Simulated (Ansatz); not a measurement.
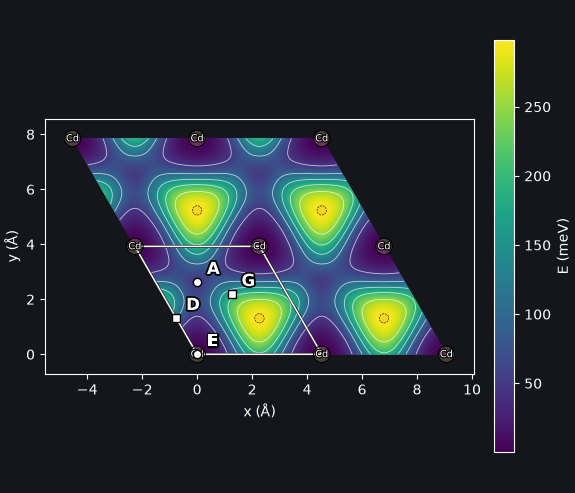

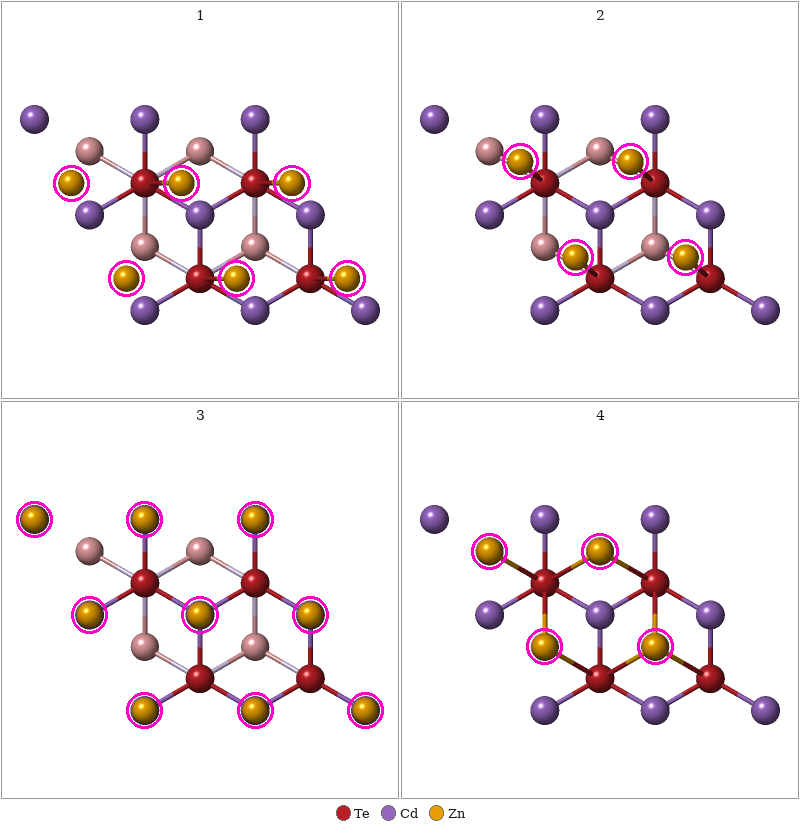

Zn on a CdTe(111) slab cut from the F-43m phase, its upper half relaxed before the scan (4 atoms of substrate and one adsorbate in a 1 × 1 cell). Zn is moved over the surface cell; relaxed at each place: the height of the adsorbate's atoms; substrate rigid; the origin of the map has the adsorbate above Cd4. Places are given modulo a cell vector. The map is drawn in real space over the plane of the surface. Grid: 9 × 9 points; 19 points were computed and 62 follow by symmetry. Energies are in meV, from the lowest grid point. With one adsorbate in each 1 × 1 cell, its nearest image is 4.5 Å away, so neighbouring adsorbates interact. Theory: DFT LDA, scalar-relativistic, plane waves, PAW (Ansatz 0.2.0). Settings: cutoff 420 eV, k-mesh 6×6×1, gaussian smearing 0.05 eV, no spin polarisation.

In the figure: a smooth colour map with a few white contour lines, labelled circles for the atoms of the top layer and small ones for the second layer, the outline of one cell of the 2 × 2 shown, lettered points. Between grid points the surface is interpolated. The numbered pictures are the structures at these points, in random order. Rings mark the moved atoms.

Which structure belongs to which point?

A is structure 4: a threefold hollow, (3/9, 6/9) of the cell vectors, 51 meV; D is structure 1: (0/9, 3/9) of the cell vectors [nearest 1 Cd at 2.90 Å], 107 meV; E is structure 3: the top site over a surface Cd atom, (0/9, 0/9) of the cell vectors, 0 meV; G is structure 2: (5/9, 5/9) of the cell vectors [nearest 1 Te at 3.30 Å and 1 Cd at 3.24 Å], 181 meV.

PAW datasets: the set soft_1.
